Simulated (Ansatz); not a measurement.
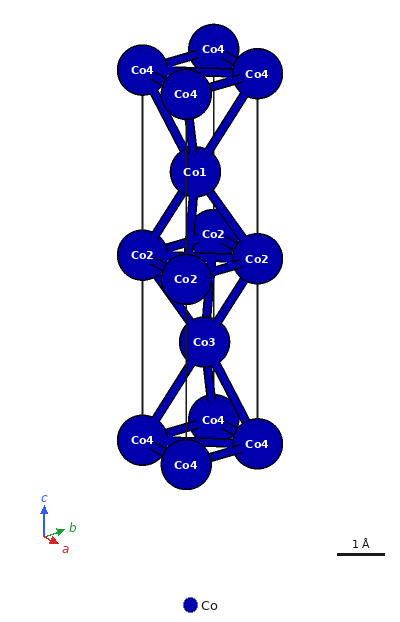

Fig. 1: The input geometry of the first run (ball-and-stick view of the cell of the calculation, seen slightly off an axis; atoms are numbered from 1 in the order of the input). Near neighbours in the crystal (not all of them lie inside the picture): Co has 12 Co at 2.47 Å.

## Two runs on Co

System: Co (P6₃/mmc, 4 atoms in the cell).
Method of the first run: Kohn-Sham DFT of a periodic cell, r2SCAN, Ansatz PAW, spin-polarised (Ansatz 0.2.0).

The structure derives from a Materials Project entry. Text and figures count atoms from 1; the logs count them from 0 in places.

### Input file, the first run
```yaml
crystal:
  lattice:
    - [2.4705617809, 0.0, 0.0]
    - [-1.2352808905, 2.1395692639, 0.0]
    - [0.0, 0.0, 8.0882338]
  atoms:
    - { symbol: Co, position: [0.6666666667, 0.3333333333, 0.75], spin: 2.0 }
    - { symbol: Co, position: [0.0, 0.0, 0.5], spin: 2.0 }
    - { symbol: Co, position: [0.3333333333, 0.6666666667, 0.25], spin: 2.0 }
    - { symbol: Co, position: [0.0, 0.0, 0.0], spin: 2.0 }
hamiltonian:
  xc: r2scan
  pseudopotentials: { kind: paw }
magnetization:
  spin_polarized: true
kpoints:
  mp_grid: { grid: [12, 12, 4] }
scf:
  occupations: { method: fermi_dirac, width: 0.05 }
output:
  forces: true
  stress: true
  eigenvalues: true
```

Command:
```bash
ansatz run input.yaml --threads 2 --pin off --max-ram 5120MiB --backend cpu --events-out ev --progress --plain --runs-dir out
```

Hardware: 2 threads of Arm Neoverse N1, 24 GiB of memory available, shared host.

### Output, shortened to warnings, some set-up lines, iterations and results (the first run)
```
Basis set: ecut = 500 eV, 1091 PW (Γ), exchange–correlation on 80×80×240 points (64 copies of the dense FFT grid, shifted against one another)
Symmetry: 24 space group operations
k-points: 57 of 576
Initial density: superposition of atomic densities (chi_scale 0.1, normalization cell)
[...]
SCF iter   1: F=—  HF=-20524.203228 eV  |F-HF|=—  |Δ(HF+E_count)|=         —  Δρ=1.04e-1 (↑2.09e-2 ↓1.04e-1)  dr2=3.87e0  dr2_τ=3.37e-2  dr2_m=7.24e-1  M=7.569 μB ∫|m|=8.007 …
SCF iter   2: F=—  HF=-20523.489723 eV  |F-HF|=—  |Δ(HF+E_count)|=   7.14e-1  Δρ=2.56e-2 (↑8.72e-3 ↓2.56e-2)  dr2=2.79e-1  dr2_τ=3.39e-2  dr2_m=6.01e-2  M=7.435 μB ∫|m|=8.325 …
SCF iter   3: F=—  HF=-20524.080387 eV  |F-HF|=—  |Δ(HF+E_count)|=         —  Δρ=4.81e-2 (↑1.56e-2 ↓4.81e-2)  dr2=5.35e-1  dr2_τ=3.63e-3  dr2_m=3.26e-1  M=8.120 μB ∫|m|=9.129 …
SCF iter   4: F=—  HF=-20526.129883 eV  |F-HF|=—  |Δ(HF+E_count)|=    2.05e0  Δρ=8.13e-2 (↑2.78e-2 ↓8.13e-2)  dr2=2.47e0  dr2_τ=1.04e-2  dr2_m=3.49e-1  M=7.166 μB ∫|m|=8.405 …
SCF iter   5: F=—  HF=-20525.998716 eV  |F-HF|=—  |Δ(HF+E_count)|=   1.31e-1  Δρ=2.52e-2 (↑1.86e-2 ↓2.52e-2)  dr2=5.02e-1  dr2_τ=2.75e-2  dr2_m=4.98e-3  M=7.108 μB ∫|m|=8.351 …
[... 12 lines ...]
SCF iter  18: F=—  HF=-20526.177040 eV  |F-HF|=—  |Δ(HF+E_count)|=   2.53e-6  Δρ=1.07e-5 (↑5.35e-6 ↓1.07e-5)  dr2=2.59e-8  dr2_τ=1.32e-9  dr2_m=9.16e-9  M=7.073 μB ∫|m|=8.241 …
SCF iter  19: F=—  HF=-20526.177043 eV  |F-HF|=—  |Δ(HF+E_count)|=   2.80e-6  Δρ=6.54e-6 (↑3.12e-6 ↓6.54e-6)  dr2=1.04e-8  dr2_τ=3.53e-10  dr2_m=2.55e-9  M=7.073 μB …
SCF iter  20: F=—  HF=-20526.177043 eV  |F-HF|=—  |Δ(HF+E_count)|=   2.78e-7  Δρ=2.57e-6 (↑1.81e-6 ↓2.57e-6)  dr2=2.48e-9  dr2_τ=1.11e-10  dr2_m=2.87e-10  M=7.073 μB …
SCF iter  21: F=-20526.177043 eV  HF=-20526.177043 eV  |F-HF|=2.92e-8  |Δ(HF+E_count)|=   9.34e-8  Δρ=8.72e-6 (↑2.59e-6 ↓8.72e-6)  dr2=4.18e-8  dr2_τ=2.07e-10  dr2_m=4.41e-9  …
SCF 1 converged in 21 iterations: F = -20526.177043 eV  dr2 = 4.18e-8
this state was not tested for a lower state beside it, because the mixer in use, unlike msr1, does not test its closes by its own steps (another_mixer; see scf.mixing.algorithm and scf.lower_state_search)
SCF converged after 21 iterations
Magnetization: 7.0734 μB (37.5367 up, 30.4633 down)
Absolute magnetization: 8.2483 μB (∫|ρ↑−ρ↓|, with the PAW one-centre terms)
Spin contamination: 0.2511 ħ² per cell (⟨S²⟩ above its minimum at these occupations)
Per-site moments (μB) at R_I (Å): [(1.9123188080492768, 1.0191067346264122), (1.8821095246515986, 1.0191067346264122), (1.9123188080492772, 1.0191067346264122), (1.8821095246515978, 1.0191067346264122)]
Free energy (F): -20526.177043 eV
Harris-Foulkes:  -20526.177043 eV  (|F-HF|=2.92e-8)
Internal energy: -20526.155046 eV  (E = F + TS)
E sigma→0 (E₀):  -20526.166045 eV
Entropy (-TS):   -0.021997 eV (-5.499 meV/atom)
Fermi energy:    19.225238 eV
--- Per-component energies (eV) ---
  E_band       = -1054.751620
  E_kinetic    = 1817.470320
  E_local      = -11249.865739  (includes V_loc(G=0)·N_el)
  E_nonlocal   = 1824.606329
  E_hartree    = 4722.102428
  E_xc         = -631.164347
  E_vxc        = -920.679946  (∫ρ·V_xc dr)
  E_paw        = -6095.262159  (= ΣΔE_a)
  E_vpaw       = -2029.430977  (= ΣTr[D̂ρ^β])
  E_aug_tail   = 0.000148  (compensation charges beyond the density's cutoff)
  E_vtau       = 58.933921  (kinetic-family band-sum trace: ∫τ·v_τ [+ j·A + Jᵃ·Aᵃ] dr)
  E_ewald      = -10912.861201
  E_core_change = -1.180825  (= ΣΔE_core)
  E_smearing   = -0.021997  (= −TS)
  E_closure    = -0.000000  (closes the sum)
  Σ components = -20526.177043   (vs F -20526.177043, Δ=0.00e0)
--- Forces (eV/Å), atoms counted from 1 ---
  atom   1  Co     0.00000000     0.00000000     0.00000000
  atom   2  Co    -0.00000000    -0.00000000     0.00000000
  atom   3  Co    -0.00000000     0.00000000     0.00000000
  atom   4  Co     0.00000000    -0.00000000     0.00000000
  max |Σ_I F_I| component: 1.16e-18 eV/Å
--- Stress (GPa, compression-positive) ---
       -0.246501       0.000000       0.000000
        0.000000      -0.246501       0.000000
        0.000000       0.000000      -0.585732
  P = ⅓ Tr σ = -0.3596 GPa (-3.596 kbar)
```

For the second run the input was changed thus:
```diff
-  xc: r2scan
+  xc: revpbe
```

Predict how the results change.

The total energies belong to different methods, so their difference says nothing on which is more stable or more accurate. The net moment of the cell goes from 7.07 to 6.65 μB. The pressure goes from −0.36 to 9.03 GPa. The functional changes from r2SCAN to revPBE. The SCF takes 14 iterations against 21. The default cutoff goes from 500 to 420 eV with the change. The plane waves at Γ go from 1091 to 813. On the same kind of shared host the second run took about 0.33 times as long.

### Output, shortened to warnings, some set-up lines, iterations and results (the second run)
```
Basis set: ecut = 420 eV, 813 PW (Γ), exchange–correlation on 36×36×120 points (8 copies of the dense FFT grid, shifted against one another)
Symmetry: 24 space group operations
k-points: 57 of 576
Initial density: superposition of atomic densities (chi_scale 0.1, normalization cell)
[...]
SCF iter   1: F=—  HF=-20517.102553 eV  |F-HF|=—  |Δ(HF+E_count)|=         —  Δρ=8.36e-2 (↑5.29e-2 ↓8.36e-2)  dr2=4.51e0  dr2_m=1.53e-1  M=7.062 μB ∫|m|=7.341 μB  β_m=0.30  …
SCF iter   2: F=—  HF=-20515.765926 eV  |F-HF|=—  |Δ(HF+E_count)|=    1.34e0  Δρ=3.21e-2 (↑1.22e-2 ↓3.21e-2)  dr2=3.20e-1  dr2_m=1.35e-1  M=7.060 μB ∫|m|=7.428 μB  β_m=0.35  …
SCF iter   3: F=—  HF=-20516.937038 eV  |F-HF|=—  |Δ(HF+E_count)|=    1.17e0  Δρ=1.70e-2 (↑1.70e-2 ↓9.55e-3)  dr2=3.06e-2  dr2_m=4.91e-2  M=6.963 μB ∫|m|=7.422 μB  β_m=0.57  …
SCF iter   4: F=—  HF=-20518.146643 eV  |F-HF|=—  |Δ(HF+E_count)|=    1.21e0  Δρ=1.40e-2 (↑1.40e-2 ↓1.19e-2)  dr2=1.41e-1  dr2_m=5.33e-3  M=6.797 μB ∫|m|=7.351 μB  β_m=0.57  …
SCF iter   5: F=—  HF=-20518.434470 eV  |F-HF|=—  |Δ(HF+E_count)|=   2.88e-1  Δρ=5.51e-3 (↑5.51e-3 ↓4.25e-3)  dr2=2.43e-2  dr2_m=1.15e-3  M=6.708 μB ∫|m|=7.306 μB  β_m=0.70  …
[... 5 lines ...]
SCF iter  11: F=—  HF=-20518.488689 eV  |F-HF|=—  |Δ(HF+E_count)|=   1.69e-7  Δρ=3.58e-5 (↑7.54e-6 ↓3.58e-5)  dr2=4.95e-7  dr2_m=9.09e-8  M=6.648 μB ∫|m|=7.288 μB  β_m=0.95  …
SCF iter  12: F=—  HF=-20518.488689 eV  |F-HF|=—  |Δ(HF+E_count)|=   9.23e-8  Δρ=2.01e-5 (↑1.17e-5 ↓2.01e-5)  dr2=2.66e-7  dr2_m=8.42e-9  M=6.648 μB ∫|m|=7.288 μB  β_m=0.97  …
SCF iter  13: F=—  HF=-20518.488689 eV  |F-HF|=—  |Δ(HF+E_count)|=   3.73e-8  Δρ=7.94e-6 (↑1.38e-6 ↓7.94e-6)  dr2=2.22e-8  dr2_m=5.45e-9  M=6.648 μB ∫|m|=7.288 μB  β_m=0.99  …
SCF iter  14: F=-20518.488689 eV  HF=-20518.488689 eV  |F-HF|=2.75e-8  |Δ(HF+E_count)|=   4.56e-9  Δρ=7.77e-6 (↑1.94e-6 ↓7.77e-6)  dr2=3.22e-8  dr2_m=3.79e-9  M=6.648 μB …
SCF 1 converged in 14 iterations: F = -20518.488689 eV  dr2 = 3.22e-8
SCF converged after 14 iterations
Magnetization: 6.6478 μB (37.3239 up, 30.6761 down)
Absolute magnetization: 7.2904 μB (∫|ρ↑−ρ↓|, with the PAW one-centre terms)
Spin contamination: 0.1133 ħ² per cell (⟨S²⟩ above its minimum at these occupations)
Per-site moments (μB) at R_I (Å): [(1.7459855489529816, 1.0191067346264122), (1.7248243293931171, 1.0191067346264122), (1.7459855489529814, 1.0191067346264122), (1.7248243293931185, 1.0191067346264122)]
Free energy (F): -20518.488689 eV
Harris-Foulkes:  -20518.488689 eV  (|F-HF|=2.75e-8)
Internal energy: -20518.456561 eV  (E = F + TS)
E sigma→0 (E₀):  -20518.472625 eV
Entropy (-TS):   -0.032128 eV (-8.032 meV/atom)
Fermi energy:    19.208090 eV
--- Per-component energies (eV) ---
  E_band       = -950.430918
  E_kinetic    = 1815.923183
  E_local      = -11241.348411  (includes V_loc(G=0)·N_el)
  E_nonlocal   = 1814.242866
  E_hartree    = 4717.741267
  E_xc         = -637.349893
  E_vxc        = -821.629278  (∫ρ·V_xc dr)
  E_paw        = -6074.672939  (= ΣΔE_a)
  E_vpaw       = -1953.093876  (= ΣTr[D̂ρ^β])
  E_aug_tail   = 0.000384  (compensation charges beyond the density's cutoff)
  E_ewald      = -10912.861201
  E_core_change = -0.131816  (= ΣΔE_core)
  E_smearing   = -0.032128  (= −TS)
  E_closure    = 0.000000  (closes the sum)
  Σ components = -20518.488689   (vs F -20518.488689, Δ=0.00e0)
--- Forces (eV/Å), atoms counted from 1 ---
  atom   1  Co     0.00000000    -0.00000000     0.00000000
  atom   2  Co    -0.00000000     0.00000000     0.00000000
  atom   3  Co    -0.00000000     0.00000000     0.00000000
  atom   4  Co    -0.00000000    -0.00000000     0.00000000
  max |Σ_I F_I| component: 1.04e-17 eV/Å
--- Stress (GPa, compression-positive) ---
       10.337085       0.000000       0.000000
        0.000000      10.337085       0.000000
        0.000000       0.000000       6.430166
  P = ⅓ Tr σ = 9.0348 GPa (90.348 kbar)
```

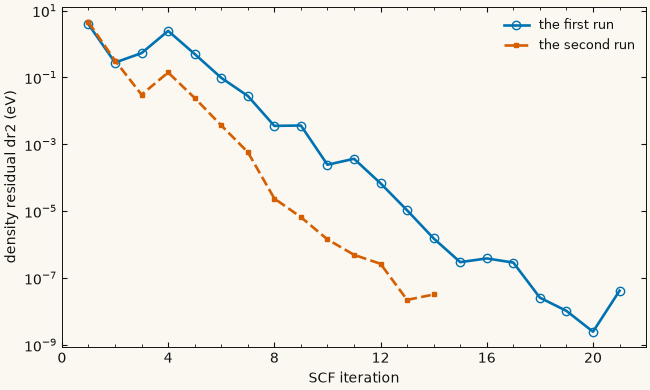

Fig. 2: Convergence of the two runs: density residual dr2 against the SCF iteration. The first run takes 21 iterations in all, and the second run takes 14.

### The two runs side by side

| quantity | the first run | the second run |
| --- | --- | --- |
| outcome | converged | converged |
| free energy per atom (eV) | −5131.5443 | −5129.6222 |
| energy per atom, smearing taken to zero (eV) | −5131.5415 | −5129.6182 |
| gap on the mesh (eV) | 0.00 | 0.00 |
| net moment of the cell (μB) | 7.07 | 6.65 |
| absolute moment of the cell (μB) | 8.25 | 7.29 |
| pressure (GPa) | −0.36 | 9.03 |
| largest force (eV/Å) | 0.000 | 0.000 |
| SCF iterations | 21 | 14 |
| irreducible k-points | 57 | 57 |
| plane waves at Γ | 1091 | 813 |
| wall time (shared host) | 59 s | 19 s |

For the first run: Warnings: the state was not tested for a lower one. Points of doubt noted for this run: state may lie high. For the second run: Points of doubt noted for this run: forces on files of another functional. The cell is under a pressure of 9.0 GPa at this level, so it is not at its equilibrium volume.
